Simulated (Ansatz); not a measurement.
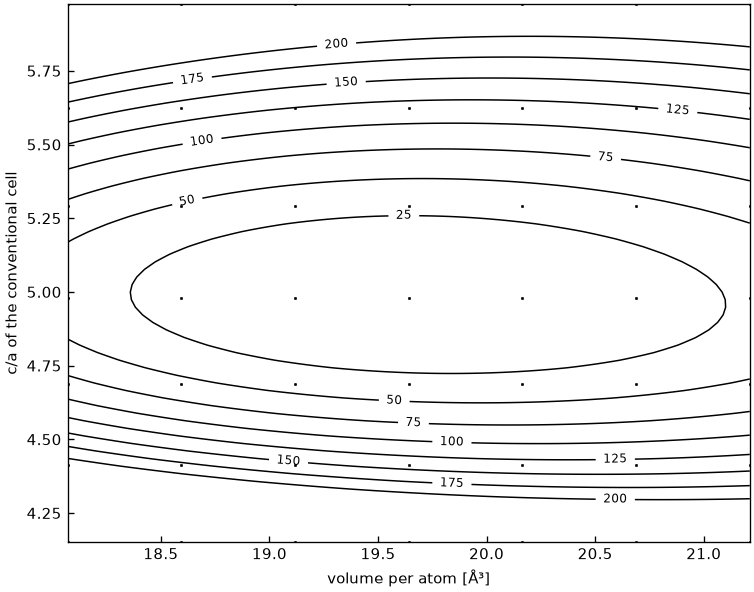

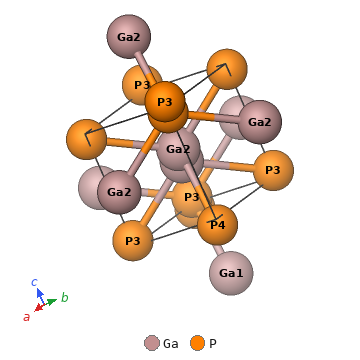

Energy landscape of GaP (R-3m, No. 166; 4 atoms in the cell). The energy is mapped over volume and the cell's shape. First axis: volume per atom. Second axis: c/a of the conventional cell. Nothing is relaxed (fractional coordinates fixed). Grid: 7 × 7 points. Points are written as (first, second). Energies are in meV/atom, from the lowest grid point. The band gap closes in part of the range. Computed with DFT LDA, scalar-relativistic, plane waves, PAW (Ansatz 0.2.0). Settings: cutoff 420 eV, k-mesh 9×9×9, gaussian smearing 0.05 eV, no spin polarisation.

The picture shows contour lines labelled in meV/atom (none above 200), dots at the grid points. Between grid points the surface is interpolated. The second picture is the structure at the lowest point

### What does the map say about the system?

The lowest grid point is at (19.64 Å³, 4.981). It is the only kind of minimum in the scanned range. The highest grid point, (18.07 Å³, 4.152), lies 449 meV/atom above the lowest.

The values on the grid:

```tsv
c/a of the conventional cell ↓, volume per atom →	18.07	18.59	19.12	19.64	20.16	20.69	21.21
5.976	312	279	256	243	237	238	245
5.624	167	141	124	117	117	123	136
5.293	71	48	35	31	34	44	59
4.981	39	16	4	0	4	13	29
4.688	83	57	41	34	34	41	53
4.412	216	181	157	142	135	135	141
4.152	449	401	363	335	316	305	300
```

Time for the 49 points that were run: 6.7 min on 1 thread of Intel(R) Xeon(R) Platinum 8259CL CPU @ 2.50GHz (Skylake/Cascade Lake) (shared host).

PAW datasets: the set soft_1.
